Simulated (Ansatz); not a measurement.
The compound is MgSe (space group Fm-3m, No. 225), taken as a calculation's input that goes back to an entry of the Crystallography Open Database (an earlier step may have relaxed or displaced it).

Space group Fm-3m (No. 225). a = 5.473 Å, b = 5.473 Å, c = 5.473 Å, α = 90.00°, β = 90.00°, γ = 90.00°
```
atom  site  symmetry       x       y       z
  Mg    4a      m-3m  0.0000  0.0000  0.0000
  Se    4b      m-3m  0.5000  0.0000  0.0000
```

Describe the stacking along [111], with columns A (0, 0), B (1/3, 2/3), C (2/3, 1/3) of the hexagonal mesh spanned by (a − b)/2 and (b − c)/2.

Mg(A) – Se(C) – Mg(B) – Se(A) – Mg(C) – Se(B) (six layers in 9.48 Å).

Se layers alone: CAB, the cubic close-packed type.

Mg: three octahedral sites in each hexagonal cell.

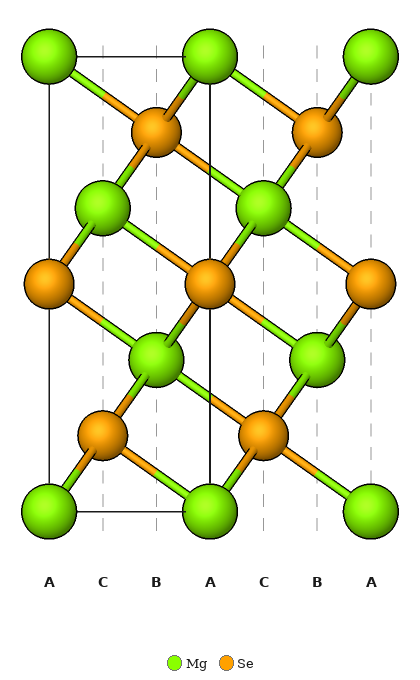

Projection along an edge of the hexagonal mesh, stacking direction [111] upwards. The dashed lines mark the three columns A (0, 0), B (1/3, 2/3) and C (2/3, 1/3). The box is the hexagonal cell of the face-centred cubic lattice. The sequence starts with the first layer at or above the cell's origin.
